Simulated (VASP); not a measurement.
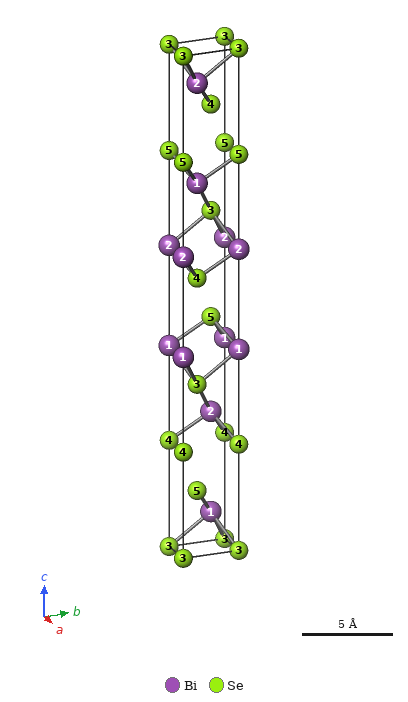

Fig. 1: The input geometry (ball-and-stick view of the cell 3 times as large as that of the calculation, set on its symmetry axes, seen slightly off an axis; atoms are numbered from 1 in the order of the input). An atom can appear more than once, as a periodic image. Near neighbours in the periodic cell (some may lie outside the picture): Bi has 6 Se at 2.86 to 3.06 Å; Se has 6 Bi at 3.06 Å; Se has 3 Bi at 2.86 Å.

# Band-structure run of Bi2Se3 (part 1 of 2)

- system: Bi2Se3 (R-3m, 5 atoms in the cell)
- method: Kohn-Sham DFT of a periodic cell, LDA, VASP PAW LDA potentials, recommended, no spin polarisation (VASP 6.6.1)

The structure derives from an entry of the Crystallography Open Database.

## INCAR
```
SYSTEM = Bi2Se3
  PREC = Accurate
  ENCUT = 520
  EDIFF = 1E-6
  ISMEAR = 0
  SIGMA = 0.03
  LREAL = .False.
  LASPH = .True.
  NELM = 80
  ALGO = Fast
  ISIF = 2
  LWAVE = .False.
  LCHARG = .False.
  GGA = CA
  KPAR = 2
```

## KPOINTS
```
Automatic mesh
0
Gamma
  9 9 8
  0 0 0
```

## KPOINTS_OPT
```
explicit points
258
Reciprocal
 0.0000000000  0.0000000000  0.0000000000 1
 0.0263157895  0.0000000000  0.0000000000 1
 0.0526315789  0.0000000000  0.0000000000 1
 0.0789473684  0.0000000000  0.0000000000 1
 0.1052631579  0.0000000000  0.0000000000 1
 0.1315789474  0.0000000000  0.0000000000 1
 0.1578947368  0.0000000000  0.0000000000 1
 0.1842105263  0.0000000000  0.0000000000 1
 0.2105263158  0.0000000000  0.0000000000 1
 0.2368421053  0.0000000000  0.0000000000 1
 0.2631578947  0.0000000000  0.0000000000 1
 0.2894736842  0.0000000000  0.0000000000 1
 0.3157894737  0.0000000000  0.0000000000 1
 0.3421052632  0.0000000000  0.0000000000 1
 0.3684210526  0.0000000000  0.0000000000 1
 0.3947368421  0.0000000000  0.0000000000 1
 0.4210526316  0.0000000000  0.0000000000 1
 0.4473684211  0.0000000000  0.0000000000 1
 0.4736842105  0.0000000000  0.0000000000 1
 0.5000000000  0.0000000000  0.0000000000 1
 0.5000000000  0.0000000000  0.0000000000 1
 0.5000000000  0.0093227649 -0.0093227649 1
 0.5000000000  0.0186455297 -0.0186455297 1
 0.5000000000  0.0279682946 -0.0279682946 1
 0.5000000000  0.0372910595 -0.0372910595 1
 0.5000000000  0.0466138243 -0.0466138243 1
 0.5000000000  0.0559365892 -0.0559365892 1
 0.5000000000  0.0652593541 -0.0652593541 1
 0.5000000000  0.0745821189 -0.0745821189 1
 0.5000000000  0.0839048838 -0.0839048838 1
 0.5000000000  0.0932276487 -0.0932276487 1
 0.5000000000  0.1025504136 -0.1025504136 1
 0.5000000000  0.1118731784 -0.1118731784 1
 0.5000000000  0.1211959433 -0.1211959433 1
 0.5000000000  0.1305187082 -0.1305187082 1
 0.5000000000  0.1398414730 -0.1398414730 1
 0.5000000000  0.1491642379 -0.1491642379 1
 0.5000000000  0.1584870028 -0.1584870028 1
 0.5000000000  0.1678097676 -0.1678097676 1
 0.5000000000  0.1771325325 -0.1771325325 1
 0.8228674675  0.5000000000  0.1771325325 1
 0.8058744429  0.5000000000  0.1941255571 1
 0.7888814183  0.5000000000  0.2111185817 1
 0.7718883937  0.5000000000  0.2281116063 1
 0.7548953691  0.5000000000  0.2451046309 1
 0.7379023445  0.5000000000  0.2620976555 1
 0.7209093199  0.5000000000  0.2790906801 1
 0.7039162953  0.5000000000  0.2960837047 1
 0.6869232707  0.5000000000  0.3130767293 1
 0.6699302461  0.5000000000  0.3300697539 1
 0.6529372214  0.5000000000  0.3470627786 1
 0.6359441968  0.5000000000  0.3640558032 1
 0.6189511722  0.5000000000  0.3810488278 1
 0.6019581476  0.5000000000  0.3980418524 1
 0.5849651230  0.5000000000  0.4150348770 1
 0.5679720984  0.5000000000  0.4320279016 1
 0.5509790738  0.5000000000  0.4490209262 1
 0.5339860492  0.5000000000  0.4660139508 1
 0.5169930246  0.5000000000  0.4830069754 1
 0.5000000000  0.5000000000  0.5000000000 1
 0.5000000000  0.5000000000  0.5000000000 1
 0.4736842105  0.4736842105  0.4736842105 1
 0.4473684211  0.4473684211  0.4473684211 1
 0.4210526316  0.4210526316  0.4210526316 1
 0.3947368421  0.3947368421  0.3947368421 1
 0.3684210526  0.3684210526  0.3684210526 1
 0.3421052632  0.3421052632  0.3421052632 1
 0.3157894737  0.3157894737  0.3157894737 1
 0.2894736842  0.2894736842  0.2894736842 1
 0.2631578947  0.2631578947  0.2631578947 1
 0.2368421053  0.2368421053  0.2368421053 1
 0.2105263158  0.2105263158  0.2105263158 1
 0.1842105263  0.1842105263  0.1842105263 1
 0.1578947368  0.1578947368  0.1578947368 1
 0.1315789474  0.1315789474  0.1315789474 1
 0.1052631579  0.1052631579  0.1052631579 1
 0.0789473684  0.0789473684  0.0789473684 1
 0.0526315789  0.0526315789  0.0526315789 1
 0.0263157895  0.0263157895  0.0263157895 1
 0.0000000000  0.0000000000  0.0000000000 1
 0.0000000000  0.0000000000  0.0000000000 1
 0.0178192772  0.0000000000 -0.0178192772 1
 0.0356385543  0.0000000000 -0.0356385543 1
 0.0534578315  0.0000000000 -0.0534578315 1
 0.0712771087  0.0000000000 -0.0712771087 1
 0.0890963859  0.0000000000 -0.0890963859 1
 0.1069156630  0.0000000000 -0.1069156630 1
 0.1247349402  0.0000000000 -0.1247349402 1
 0.1425542174  0.0000000000 -0.1425542174 1
 0.1603734946  0.0000000000 -0.1603734946 1
 0.1781927717  0.0000000000 -0.1781927717 1
 0.1960120489  0.0000000000 -0.1960120489 1
 0.2138313261  0.0000000000 -0.2138313261 1
 0.2316506033  0.0000000000 -0.2316506033 1
 0.2494698804  0.0000000000 -0.2494698804 1
 0.2672891576  0.0000000000 -0.2672891576 1
 0.2851084348  0.0000000000 -0.2851084348 1
 0.3029277120  0.0000000000 -0.3029277120 1
 0.3207469891  0.0000000000 -0.3207469891 1
 0.3385662663  0.0000000000 -0.3385662663 1
 0.6614337337  0.3385662663  0.0000000000 1
 0.6529372214  0.3470627786  0.0000000000 1
 0.6444407091  0.3555592909  0.0000000000 1
 0.6359441968  0.3640558032  0.0000000000 1
 0.6274476845  0.3725523155  0.0000000000 1
 0.6189511722  0.3810488278  0.0000000000 1
 0.6104546599  0.3895453401  0.0000000000 1
 0.6019581476  0.3980418524  0.0000000000 1
 0.5934616353  0.4065383647  0.0000000000 1
 0.5849651230  0.4150348770  0.0000000000 1
 0.5764686107  0.4235313893  0.0000000000 1
 0.5679720984  0.4320279016  0.0000000000 1
 0.5594755861  0.4405244139  0.0000000000 1
 0.5509790738  0.4490209262  0.0000000000 1
 0.5424825615  0.4575174385  0.0000000000 1
 0.5339860492  0.4660139508  0.0000000000 1
 0.5254895369  0.4745104631  0.0000000000 1
 0.5169930246  0.4830069754  0.0000000000 1
 0.5084965123  0.4915034877  0.0000000000 1
 0.5000000000  0.5000000000  0.0000000000 1
 0.5000000000  0.5000000000  0.0000000000 1
 0.5084965123  0.5084965123  0.0093227649 1
 0.5169930246  0.5169930246  0.0186455297 1
 0.5254895369  0.5254895369  0.0279682946 1
 0.5339860492  0.5339860492  0.0372910595 1
 0.5424825615  0.5424825615  0.0466138243 1
 0.5509790738  0.5509790738  0.0559365892 1
 0.5594755861  0.5594755861  0.0652593541 1
 0.5679720984  0.5679720984  0.0745821189 1
 0.5764686107  0.5764686107  0.0839048838 1
 0.5849651230  0.5849651230  0.0932276487 1
 0.5934616353  0.5934616353  0.1025504136 1
 0.6019581476  0.6019581476  0.1118731784 1
 0.6104546599  0.6104546599  0.1211959433 1
 0.6189511722  0.6189511722  0.1305187082 1
 0.6274476845  0.6274476845  0.1398414730 1
 0.6359441968  0.6359441968  0.1491642379 1
 0.6444407091  0.6444407091  0.1584870028 1
 0.6529372214  0.6529372214  0.1678097676 1
 0.6614337337  0.6614337337  0.1771325325 1
 0.6614337337  0.6614337337  0.1771325325 1
 0.6529372214  0.6529372214  0.1941255571 1
 0.6444407091  0.6444407091  0.2111185817 1
 0.6359441968  0.6359441968  0.2281116063 1
 0.6274476845  0.6274476845  0.2451046309 1
 0.6189511722  0.6189511722  0.2620976555 1
 0.6104546599  0.6104546599  0.2790906801 1
 0.6019581476  0.6019581476  0.2960837047 1
 0.5934616353  0.5934616353  0.3130767293 1
 0.5849651230  0.5849651230  0.3300697539 1
 0.5764686107  0.5764686107  0.3470627786 1
 0.5679720984  0.5679720984  0.3640558032 1
 0.5594755861  0.5594755861  0.3810488278 1
 0.5509790738  0.5509790738  0.3980418524 1
 0.5424825615  0.5424825615  0.4150348770 1
 0.5339860492  0.5339860492  0.4320279016 1
 0.5254895369  0.5254895369  0.4490209262 1
 0.5169930246  0.5169930246  0.4660139508 1
 0.5084965123  0.5084965123  0.4830069754 1
 0.5000000000  0.5000000000  0.5000000000 1
 0.5000000000  0.0000000000  0.0000000000 1
 0.5169930246  0.0178192772  0.0178192772 1
 0.5339860492  0.0356385543  0.0356385543 1
 0.5509790738  0.0534578315  0.0534578315 1
 0.5679720984  0.0712771087  0.0712771087 1
 0.5849651230  0.0890963859  0.0890963859 1
 0.6019581476  0.1069156630  0.1069156630 1
 0.6189511722  0.1247349402  0.1247349402 1
 0.6359441968  0.1425542174  0.1425542174 1
 0.6529372214  0.1603734946  0.1603734946 1
 0.6699302461  0.1781927717  0.1781927717 1
 0.6869232707  0.1960120489  0.1960120489 1
 0.7039162953  0.2138313261  0.2138313261 1
 0.7209093199  0.2316506033  0.2316506033 1
 0.7379023445  0.2494698804  0.2494698804 1
 0.7548953691  0.2672891576  0.2672891576 1
 0.7718883937  0.2851084348  0.2851084348 1
 0.7888814183  0.3029277120  0.3029277120 1
 0.8058744429  0.3207469891  0.3207469891 1
 0.8228674675  0.3385662663  0.3385662663 1
 0.0000000000  0.0000000000  0.0000000000 1
 0.0039562700 -0.0039562700  0.0000000000 1
-0.0039562700  0.0039562700  0.0000000000 1
 0.0115391300 -0.0115391300  0.0000000000 1
-0.0115391300  0.0115391300  0.0000000000 1
 0.0022841600  0.0022841600 -0.0045683100 1
-0.0022841600 -0.0022841600  0.0045683100 1
 0.0066621200  0.0066621200 -0.0133242400 1
-0.0066621200 -0.0066621200  0.0133242400 1
 0.0182302400  0.0182302400  0.0182302400 1
-0.0182302400 -0.0182302400 -0.0182302400 1
 0.0531715400  0.0531715400  0.0531715400 1
-0.0531715400 -0.0531715400 -0.0531715400 1
 0.8228674700  0.5000000000  0.1771325300 1
 0.8268237400  0.4960437300  0.1771325300 1
 0.8189111900  0.5039562700  0.1771325300 1
 0.8344066000  0.4884608700  0.1771325300 1
 0.8113283400  0.5115391300  0.1771325300 1
 0.8251516200  0.5022841600  0.1725642200 1
 0.8205833100  0.4977158400  0.1817008400 1
 0.8295295900  0.5066621200  0.1638082900 1
 0.8162053500  0.4933378800  0.1904567700 1
 0.8410977100  0.5182302400  0.1953627800 1
 0.8046372200  0.4817697600  0.1589022900 1
 0.8760390100  0.5531715400  0.2303040800 1
 0.7696959200  0.4468284600  0.1239609900 1
 0.5000000000  0.1771325300 -0.1771325300 1
 0.5039562700  0.1731762600 -0.1771325300 1
 0.4960437300  0.1810888100 -0.1771325300 1
 0.5115391300  0.1655934000 -0.1771325300 1
 0.4884608700  0.1886716600 -0.1771325300 1
 0.5022841600  0.1794166900 -0.1817008400 1
 0.4977158400  0.1748483800 -0.1725642200 1
 0.5066621200  0.1837946500 -0.1904567700 1
 0.4933378800  0.1704704100 -0.1638082900 1
 0.5182302400  0.1953627800 -0.1589022900 1
 0.4817697600  0.1589022900 -0.1953627800 1
 0.5531715400  0.2303040800 -0.1239609900 1
 0.4468284600  0.1239609900 -0.2303040800 1
 0.5000000000  0.5000000000  0.0000000000 1
 0.5039562700  0.4960437300  0.0000000000 1
 0.4960437300  0.5039562700  0.0000000000 1
 0.5115391300  0.4884608700  0.0000000000 1
 0.4884608700  0.5115391300  0.0000000000 1
 0.5022841600  0.5022841600 -0.0045683100 1
 0.4977158400  0.4977158400  0.0045683100 1
 0.5066621200  0.5066621200 -0.0133242400 1
 0.4933378800  0.4933378800  0.0133242400 1
 0.5182302400  0.5182302400  0.0182302400 1
 0.4817697600  0.4817697600 -0.0182302400 1
 0.5531715400  0.5531715400  0.0531715400 1
 0.4468284600  0.4468284600 -0.0531715400 1
 0.5000000000  0.0000000000  0.0000000000 1
 0.5039562700 -0.0039562700  0.0000000000 1
 0.4960437300  0.0039562700  0.0000000000 1
 0.5115391300 -0.0115391300  0.0000000000 1
 0.4884608700  0.0115391300  0.0000000000 1
 0.5022841600  0.0022841600 -0.0045683100 1
 0.4977158400 -0.0022841600  0.0045683100 1
 0.5066621200  0.0066621200 -0.0133242400 1
 0.4933378800 -0.0066621200  0.0133242400 1
 0.5182302400  0.0182302400  0.0182302400 1
 0.4817697600 -0.0182302400 -0.0182302400 1
 0.5531715400  0.0531715400  0.0531715400 1
 0.4468284600 -0.0531715400 -0.0531715400 1
 0.8228674700  0.3385662700  0.3385662700 1
 0.8268237400  0.3346099900  0.3385662700 1
 0.8189111900  0.3425225400  0.3385662700 1
 0.8344066000  0.3270271400  0.3385662700 1
 0.8113283400  0.3501054000  0.3385662700 1
 0.8251516200  0.3408504200  0.3339979600 1
 0.8205833100  0.3362821100  0.3431345800 1
 0.8295295900  0.3452283900  0.3252420300 1
 0.8162053500  0.3319041500  0.3518905100 1
 0.8410977100  0.3567965100  0.3567965100 1
 0.8046372200  0.3203360200  0.3203360200 1
 0.8760390100  0.3917378100  0.3917378100 1
 0.7696959200  0.2853947200  0.2853947200 1
```

## POSCAR
```
Bi2Se3                                  
1.0
    2.0657032239      1.1926343123      9.5275858700
   -2.0657032239      1.1926343123      9.5275858700
    0.0000000000     -2.3852686248      9.5275858700
  Bi              Se            
     2     3
Direct
     0.4002905472867084    0.4002905472867084    0.4002905472867084
     0.5997094527132916    0.5997094527132916    0.5997094527132916
     0.0000000000000000    0.0000000000000000    0.0000000000000000
     0.2114513455103761    0.2114513455103761    0.2114513455103761
     0.7885486544896239    0.7885486544896239    0.7885486544896239
```

Command:
```bash
cat potpaw_LDA.64/Bi_d/POTCAR potpaw_LDA.64/Se/POTCAR > POTCAR
mpirun -np 2 vasp_std > vasp.out
```

## OSZICAR
```
N       E                     dE             d eps       ncg     rms          rms(c)
DAV:   1     0.473463797074E+03    0.47346E+03   -0.23245E+04 10360   0.178E+03
DAV:   2     0.355152555262E+02   -0.43795E+03   -0.42724E+03 10852   0.447E+02
DAV:   3    -0.213734280324E+02   -0.56889E+02   -0.53955E+02 13508   0.166E+02
DAV:   4    -0.240773117009E+02   -0.27039E+01   -0.26648E+01 11896   0.355E+01
DAV:   5    -0.242002239670E+02   -0.12291E+00   -0.12258E+00 14680   0.772E+00    0.527E+00
RMM:   6    -0.234038191851E+02    0.79640E+00   -0.18549E+00 12335   0.571E+00    0.309E+00
RMM:   7    -0.234206891679E+02   -0.16870E-01   -0.77168E-01 14809   0.316E+00    0.174E+00
RMM:   8    -0.234100986937E+02    0.10590E-01   -0.10101E-01 12583   0.201E+00    0.424E-01
RMM:   9    -0.234065633621E+02    0.35353E-02   -0.18732E-02 13524   0.106E+00    0.674E-02
RMM:  10    -0.234072566209E+02   -0.69326E-03   -0.76379E-03 15232   0.469E-01    0.461E-02
RMM:  11    -0.234073120190E+02   -0.55398E-04   -0.93447E-04 16489   0.202E-01    0.179E-02
RMM:  12    -0.234073326172E+02   -0.20598E-04   -0.25329E-04 15645   0.683E-02    0.141E-02
RMM:  13    -0.234073332991E+02   -0.68194E-06   -0.44068E-05 13358   0.359E-02    0.519E-03
RMM:  14    -0.234073332435E+02    0.55597E-07   -0.14517E-05 12208   0.212E-02    0.149E-03
RMM:  15    -0.234073335211E+02   -0.27761E-06   -0.35667E-06  8748   0.121E-02
   1 F= -.23407334E+02 E0= -.23407326E+02  d E =-.157280E-04
       N       E                     dE             ncg
DAV:   1     0.201040353907E+05   -0.15971E+06    10368
DAV:   2    -0.606584883220E+05   -0.80763E+05    10804
DAV:   3    -0.711624854877E+05   -0.10504E+05    13460
DAV:   4    -0.717101350337E+05   -0.54765E+03    11736
DAV:   5    -0.717385349544E+05   -0.28400E+02    14884
DAV:   6    -0.717390319970E+05   -0.49704E+00    13416
DAV:   7    -0.717390522536E+05   -0.20257E-01    15088
DAV:   8    -0.717390527608E+05   -0.50718E-03    12956
DAV:   9    -0.717390527892E+05   -0.28385E-04     8096
DAV:  10    -0.717390527922E+05   -0.29786E-05     7216
DAV:  11    -0.717390527931E+05   -0.87488E-06     7156
       N       E                     dE             ncg
DAV:   1     0.125888240239E+06   -0.89493E+05     4088
DAV:   2     0.936535011782E+05   -0.32235E+05     4376
DAV:   3     0.897500347654E+05   -0.39035E+04     5104
DAV:   4     0.895581200988E+05   -0.19191E+03     4704
DAV:   5     0.895489464669E+05   -0.91736E+01     5732
DAV:   6     0.895487567596E+05   -0.18971E+00     5372
DAV:   7     0.895487510467E+05   -0.57129E-02     5876
DAV:   8     0.895487509519E+05   -0.94808E-04     5032
DAV:   9     0.895487509483E+05   -0.35864E-05     3004
DAV:  10     0.895487509478E+05   -0.55740E-06     2864
```

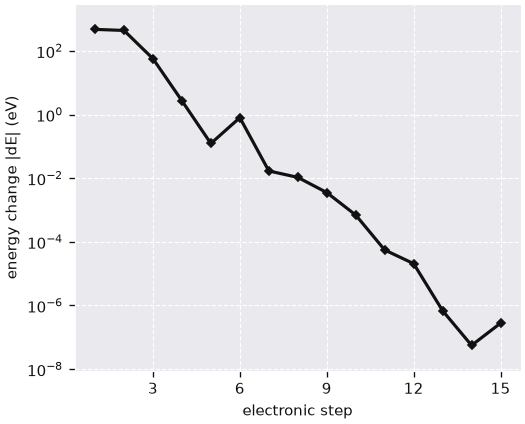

Fig. 2: Convergence of the self-consistent field: energy change |dE| against the electronic step. It takes 15 electronic steps. The density is held fixed in the first few steps, and dE rises again when its update begins.

## Parts of OUTCAR
```
SYSTEM = Bi2Se3
   PREC = Accurate
   ENCUT = 520
   EDIFF = 1E-6
   ISMEAR = 0
   LREAL = .False.
   LASPH = .True.
   NELM = 80
   ISIF = 2
   GGA = CA

 ion  position               nearest neighbor table
   1  0.400  0.400  0.400-   5 2.86   5 2.86   5 2.86   3 3.06   3 3.06   3 3.06
   2  0.600  0.600  0.600-   4 2.86   4 2.86   4 2.86   3 3.06   3 3.06   3 3.06
   3  0.000  0.000  0.000-   2 3.06   1 3.06   2 3.06   2 3.06   1 3.06   1 3.06
   4  0.211  0.211  0.211-   2 2.86   2 2.86   2 2.86
   5  0.789  0.789  0.789-   1 2.86   1 2.86   1 2.86

  LATTYP: Found a trigonal (rhomboedric) cell.
 ALAT       =     9.8216291379
 COS(alpha) =     0.9115294377

  Lattice vectors:

 A1 = (   2.0657032239,   1.1926343123,   9.5275858700)
 A2 = (  -2.0657032239,   1.1926343123,   9.5275858700)
 A3 = (   0.0000000000,  -2.3852686248,   9.5275858700)

Analysis of symmetry for initial positions (statically):
=====================================================================
 Subroutine PRICEL returns:
 Original cell was already a primitive cell.

 Routine SETGRP: Setting up the symmetry group for a
 trigonal (rhombohedral) supercell.

 Subroutine GETGRP returns: Found 12 space group operations
 (whereof 12 operations were pure point group operations)
 out of a pool of 12 trial point group operations.

The static configuration has the point symmetry D_3d.

Analysis of symmetry for dynamics (positions and initial velocities):
=====================================================================
 Subroutine PRICEL returns:
 Original cell was already a primitive cell.

 Routine SETGRP: Setting up the symmetry group for a
 trigonal (rhombohedral) supercell.

 Subroutine GETGRP returns: Found 12 space group operations
 (whereof 12 operations were pure point group operations)
 out of a pool of 12 trial point group operations.

The dynamic configuration has the point symmetry D_3d.

 Subroutine INISYM returns: Found 12 space group operations
 (whereof 12 operations are pure point group operations),
 and found     1 'primitive' translations

----------------------------------------------------------------------------------------

                                     Primitive cell

  volume of cell :     140.8346

  direct lattice vectors                    reciprocal lattice vectors
     2.065703224  1.192634312  9.527585870     0.242048322  0.139746664  0.034986127
    -2.065703224  1.192634312  9.527585870    -0.242048322  0.139746664  0.034986127
     0.000000000 -2.385268625  9.527585870     0.000000000 -0.279493328  0.034986127

  length of vectors
     9.821629138  9.821629138  9.821629138     0.281674546  0.281674546  0.281674546

  position of ions in fractional coordinates (direct lattice)
     0.400290547  0.400290547  0.400290547
     0.599709453  0.599709453  0.599709453
     0.000000000  0.000000000  0.000000000
     0.211451346  0.211451346  0.211451346
     0.788548654  0.788548654  0.788548654
```
